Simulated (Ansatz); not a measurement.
## What a change does: geometry relaxation on GaAs

System: GaAs (F-43m, 2 atoms in the cell).
Method of run 1: DFT, PBE, plane waves, PAW, no spin polarisation (Ansatz 0.2.0).

The structure derives from a Materials Project entry. Text and figures count atoms from 1; the logs count them from 0 in places.

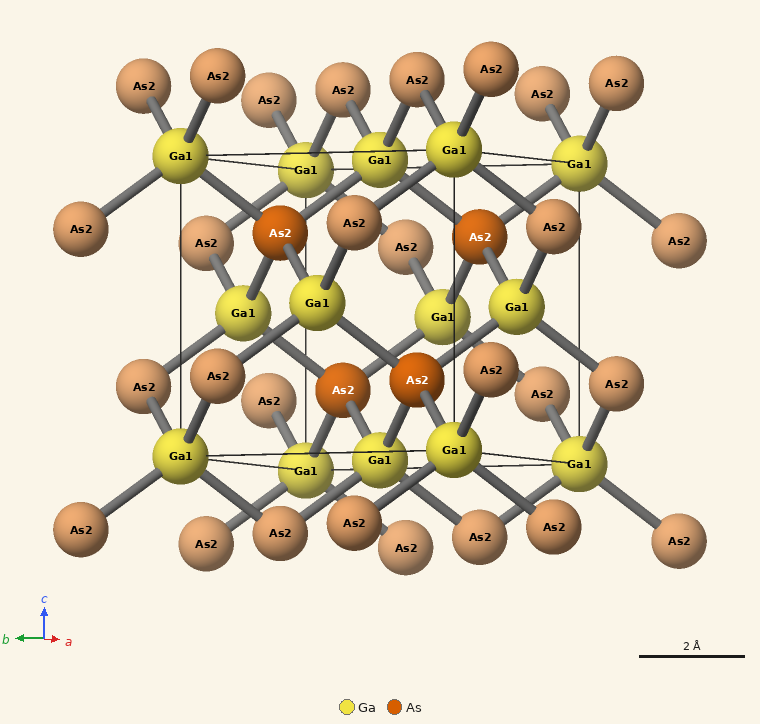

Figure 1. The input geometry (ball-and-stick view of the cell 4 times as large as that of the calculation, set on its symmetry axes, seen at an oblique angle; neighbours outside the cell are drawn fainter; atoms are numbered from 1 in the order of the input).

## Input file, run 1
```yaml
crystal:
  lattice:
    - [0.0, 2.87509105, 2.87509105]
    - [2.87509105, 0.0, 2.87509105]
    - [2.87509105, 2.87509105, 0.0]
  atoms:
    - { symbol: Ga, position: [0.0, 0.0, 0.0] }
    - { symbol: As, position: [0.75, 0.75, 0.75] }
basis:
  ecutwfc: 420
kpoints:
  mp_grid: { grid: [10, 10, 10] }
hamiltonian:
  xc: pbe
scf:
  occupations: { method: gaussian, width: 0.01 }
  algorithm: density_mixing
output:
  forces: true
  eigenvalues: true
  stress: true
relax:
  adjacent_minimum: "off"
  f_tol: 0.005
  max_steps: 80
  cell: { stress_tol: 0.05 }
```

Command:
```bash
ansatz run input.yaml --threads 4 --pin off --max-ram 8192MiB --backend cpu --events-out ev --progress --plain --runs-dir out
```

Hardware: 4 threads of Intel Xeon @ 2.10GHz (Emerald Rapids), 189 GiB of memory available, shared host.

## Output, shortened to warnings, some set-up lines, iterations and results (run 1)
```
Basis set: ecut = 420 eV, 941 PW (Γ), exchange–correlation on 60×60×60 points (8 copies of the dense FFT grid, shifted against one another)
Symmetry: 24 space group operations
k-points: 47 of 1000 (time reversal used)
Initial density: superposition of atomic densities (neutral atoms: chi_scale 0, normalization atom), corrected by the library's trained network
[...]
SCF iter   1: F=—  HF=-8639.860483 eV  |F-HF|=—  |Δ(HF+E_count)|=         —  Δρ=1.91e-3  dr2=3.04e-3  ethr=1.77e-3  ⟨swp⟩=6.0  Hψ=3950  notcnv=0
SCF iter   2: F=—  HF=-8639.859571 eV  |F-HF|=—  |Δ(HF+E_count)|=   9.12e-4  Δρ=8.38e-4  dr2=3.34e-4  ethr=1.09e-5  ⟨swp⟩=2.7  Hψ=1875  notcnv=0
SCF iter   3: F=—  HF=-8639.859520 eV  |F-HF|=—  |Δ(HF+E_count)|=   5.08e-5  Δρ=2.88e-4  dr2=4.81e-5  ethr=1.19e-6  ⟨swp⟩=2.0  Hψ=1457  notcnv=0
SCF iter   4: F=—  HF=-8639.859534 eV  |F-HF|=—  |Δ(HF+E_count)|=   1.37e-5  Δρ=1.06e-4  dr2=4.66e-6  ethr=1.72e-7  ⟨swp⟩=2.0  Hψ=1269  notcnv=0
SCF iter   5: F=—  HF=-8639.859542 eV  |F-HF|=—  |Δ(HF+E_count)|=   8.12e-6  Δρ=2.65e-5  dr2=1.52e-7  ethr=1.66e-8  ⟨swp⟩=2.9  Hψ=1479  notcnv=0
[... 10 lines ...]
SCF iter   3: F=—  HF=-8639.859605 eV  |F-HF|=—  |Δ(HF+E_count)|=  7.89e-10  Δρ=2.06e-6  dr2=1.57e-9  ethr=1.99e-11  ⟨swp⟩=2.0  Hψ=1502  notcnv=0
SCF iter   4: F=—  HF=-8639.859605 eV  |F-HF|=—  |Δ(HF+E_count)|=   1.13e-9  Δρ=8.04e-7  dr2=2.57e-10  ethr=5.61e-12  ⟨swp⟩=2.0  Hψ=1266  notcnv=0
SCF iter   5: F=-8639.859605 eV  HF=-8639.859605 eV  |F-HF|=7.28e-12  |Δ(HF+E_count)|=  4.37e-11  Δρ=1.45e-7  dr2=9.43e-12  ethr=1.00e-12  ⟨swp⟩=4.0  Hψ=4217  notcnv=0
SCF 3 converged in 5 iterations: F = -8639.859605 eV  dr2 = 9.43e-12
relax step   3: F+E_penalty+E_count = -8639.85960543 eV  Δ(F+E_penalty+E_count) = +1.915e-5 eV  max|allowed force component| = 3.412e-17 eV/Å  Δτ_max = 0.0000 Å  P = -0.025 …
basis re-selected at this cell: Δ(F+E_penalty+E_count) = +1.915e-5 eV, ΔP = -0.000 GPa vs the last step (what re-selecting the basis moved, of the pressure what is left beyond the Pulay correction that the steps carried, after the strain that the cell walked since its last selection, with what the …
SCF converged after 5 iterations
Free energy (F): -8639.859605 eV
Harris-Foulkes:  -8639.859605 eV  (|F-HF|=7.28e-12)
Internal energy: -8639.859605 eV  (E = F + TS)
E sigma→0 (E₀):  -8639.859605 eV
Fermi energy:    7.618103 eV
--- Per-component energies (eV) ---
  E_band       = -327.517414
  E_kinetic    = 218.176496
  E_local      = -3985.778717  (includes V_loc(G=0)·N_el)
  E_nonlocal   = -245.767236
  E_hartree    = 2001.172002
  E_xc         = -147.827083
  E_vxc        = -136.620876  (∫ρ·V_xc dr)
  E_paw        = -3824.422991  (= ΣΔE_a)
  E_vpaw       = -179.870885  (= ΣTr[D̂ρ^β])
  E_aug_tail   = -0.000108  (compensation charges beyond the density's cutoff)
  E_ewald      = -2655.411969
  E_smearing   = -0.000000  (= −TS)
  E_closure    = 0.000000  (closes the sum)
  Σ components = -8639.859605   (vs F -8639.859605, Δ=0.00e0)
--- Forces (eV/Å), atoms counted from 1 ---
  atom   1  Ga    -0.00000000    -0.00000000     0.00000000
  atom   2  As     0.00000000     0.00000000    -0.00000000
  max |Σ_I F_I| component: 6.13e-17 eV/Å
--- Stress (GPa, compression-positive) ---
       -0.025290       0.000000       0.000000
        0.000000      -0.025290       0.000000
        0.000000       0.000000      -0.025290
  P = ⅓ Tr σ = -0.0253 GPa (-0.253 kbar)
--- Relaxed structure (2 steps of the walk, 2 accepted, 1 SCFs on fresh bases) ---
  F+E_penalty+E_count = -8639.85960543 eV   max|allowed force component| = 3.412e-17 eV/Å   (the final SCF, on the basis selected at the relaxed cell)
  cell:  # Å, volume = 47.4264 Å³
    - [2.012671952993758e-33, 2.8729623620187223, 2.8729623620187223]
    - [2.8729623620187223, 5.044418312566635e-33, 2.8729623620187223]
    - [2.8729623620187223, 2.8729623620187223, 5.936108418323363e-33]
  atoms:
    - { symbol: Ga, position: [6.642852330481877e-34, -6.084629445567433e-34, -7.312719792379209e-34] }
    - { symbol: As, position: [0.7499999999999999, 0.7499999999999999, 0.7499999999999999] }
```

The input of run 2 differs as follows (lines with − go, lines with + come):
```diff
-  xc: pbe
+  xc: pbesol
-  algorithm: density_mixing
```

Predict how the results change.

The total energies belong to different methods, so their difference says nothing on which is more stable or more accurate. The gap on the mesh goes from 0.16 to 0.43 eV. The volume per atom goes from 23.71 to 22.64 Å³. The functional changes from PBE to PBEsol. The SCF takes 21 iterations over all geometry steps against 14.

## Output, shortened to warnings, some set-up lines, iterations and results (run 2)
```
Basis set: ecut = 420 eV, 941 PW (Γ), exchange–correlation on 60×60×60 points (8 copies of the dense FFT grid, shifted against one another)
Symmetry: 24 space group operations
k-points: 47 of 1000 (time reversal used)
Initial density: superposition of atomic densities (neutral atoms: chi_scale 0, normalization atom), corrected by the library's trained network
[...]
SCF iter   1: F=—  HF=-8556.840425 eV  |F-HF|=—  |Δ(HF+E_count)|=         —  Δρ=3.40e-3  dr2=9.11e-3  ethr=1.77e-3  ⟨swp⟩=6.0  Hψ=3938  notcnv=0
SCF iter   2: F=—  HF=-8556.837264 eV  |F-HF|=—  |Δ(HF+E_count)|=   3.16e-3  Δρ=1.15e-3  dr2=6.42e-4  ethr=3.25e-5  ⟨swp⟩=2.3  Hψ=1637  notcnv=0
SCF iter   3: F=—  HF=-8556.837306 eV  |F-HF|=—  |Δ(HF+E_count)|=   4.21e-5  Δρ=4.42e-4  dr2=1.04e-4  ethr=2.29e-6  ⟨swp⟩=2.0  Hψ=1469  notcnv=0
SCF iter   4: F=—  HF=-8556.837314 eV  |F-HF|=—  |Δ(HF+E_count)|=   7.38e-6  Δρ=2.07e-4  dr2=1.31e-5  ethr=3.72e-7  ⟨swp⟩=2.0  Hψ=1447  notcnv=0
SCF iter   5: F=—  HF=-8556.837326 eV  |F-HF|=—  |Δ(HF+E_count)|=   1.28e-5  Δρ=3.98e-5  dr2=4.47e-7  ethr=4.69e-8  ⟨swp⟩=2.0  Hψ=1269  notcnv=0
[... 19 lines ...]
SCF iter   4: F=—  HF=-8556.858911 eV  |F-HF|=—  |Δ(HF+E_count)|=   2.25e-8  Δρ=2.39e-6  dr2=1.91e-9  ethr=5.79e-11  ⟨swp⟩=2.0  Hψ=1269  notcnv=0
SCF iter   5: F=—  HF=-8556.858911 eV  |F-HF|=—  |Δ(HF+E_count)|=  4.26e-10  Δρ=6.16e-7  dr2=1.14e-10  ethr=6.82e-12  ⟨swp⟩=2.0  Hψ=1504  notcnv=0
SCF iter   6: F=-8556.858911 eV  HF=-8556.858911 eV  |F-HF|=3.64e-12  |Δ(HF+E_count)|=  1.82e-11  Δρ=7.31e-8  dr2=1.31e-12  ethr=1.00e-12  ⟨swp⟩=5.0  Hψ=3594  notcnv=0
SCF 4 converged in 6 iterations: F = -8556.858911 eV  dr2 = 1.31e-12
relax step   4: F+E_penalty+E_count = -8556.85891084 eV  Δ(F+E_penalty+E_count) = +3.950e-4 eV  max|allowed force component| = 4.568e-17 eV/Å  Δτ_max = 0.0000 Å  P = +0.040 …
basis re-selected at this cell: Δ(F+E_penalty+E_count) = +3.950e-4 eV, ΔP = -0.001 GPa vs the last step (what re-selecting the basis moved, of the pressure what is left beyond the Pulay correction that the steps carried, after the strain that the cell walked since its last selection, with what the …
SCF converged after 6 iterations
Free energy (F): -8556.858911 eV
Harris-Foulkes:  -8556.858911 eV  (|F-HF|=3.64e-12)
Internal energy: -8556.858911 eV  (E = F + TS)
E sigma→0 (E₀):  -8556.858911 eV
Fermi energy:    8.231645 eV
--- Per-component energies (eV) ---
  E_band       = -316.977091
  E_kinetic    = 219.360311
  E_local      = -3922.110597  (includes V_loc(G=0)·N_el)
  E_nonlocal   = -242.304892
  E_hartree    = 1973.019012
  E_xc         = -147.231758
  E_vxc        = -137.416392  (∫ρ·V_xc dr)
  E_paw        = -3742.720979  (= ΣΔE_a)
  E_vpaw       = -180.543370  (= ΣTr[D̂ρ^β])
  E_aug_tail   = -0.000137  (compensation charges beyond the density's cutoff)
  E_ewald      = -2696.699278
  E_core_change = 1.829407  (= ΣΔE_core)
  E_smearing   = -0.000000  (= −TS)
  E_closure    = 0.000000  (closes the sum)
  Σ components = -8556.858911   (vs F -8556.858911, Δ=0.00e0)
--- Forces (eV/Å), atoms counted from 1 ---
  atom   1  Ga    -0.00000000    -0.00000000     0.00000000
  atom   2  As     0.00000000    -0.00000000    -0.00000000
  max |Σ_I F_I| component: 7.52e-17 eV/Å
--- Stress (GPa, compression-positive) ---
        0.040418       0.000000       0.000000
        0.000000       0.040418       0.000000
        0.000000       0.000000       0.040418
  P = ⅓ Tr σ = 0.0404 GPa (0.404 kbar)
--- Relaxed structure (3 steps of the walk, 3 accepted, 1 SCFs on fresh bases) ---
  F+E_penalty+E_count = -8556.85891084 eV   max|allowed force component| = 4.568e-17 eV/Å   (the final SCF, on the basis selected at the relaxed cell)
  cell:  # Å, volume = 45.2812 Å³
    - [1.4681040669780419e-33, 2.8289764101095765, 2.8289764101095765]
    - [2.8289764101095765, 8.550671192702912e-33, 2.8289764101095765]
    - [2.8289764101095765, 2.8289764101095765, 7.694011769672341e-33]
  atoms:
[...]
```

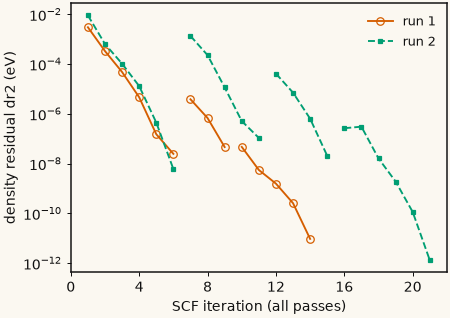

Figure 2. Convergence of the two runs: density residual dr2 against the SCF iteration. A break in a curve parts two SCF passes. Run 1 takes 14 iterations in all, and run 2 takes 21.

## The two runs side by side

| quantity | run 1 | run 2 |
| --- | --- | --- |
| outcome | converged | converged |
| free energy per atom (eV) | −4319.9298 | −4278.4295 |
| gap on the mesh (eV) | 0.16 | 0.43 |
| pressure (GPa) | −0.03 | 0.04 |
| volume per atom (Å³) | 23.71 | 22.64 |
| largest force (eV/Å) | 0.000 | 0.000 |
| SCF iterations | 14 | 21 |
| irreducible k-points | 47 | 47 |
| wall time (shared host) | 6 s | 8.4 s |
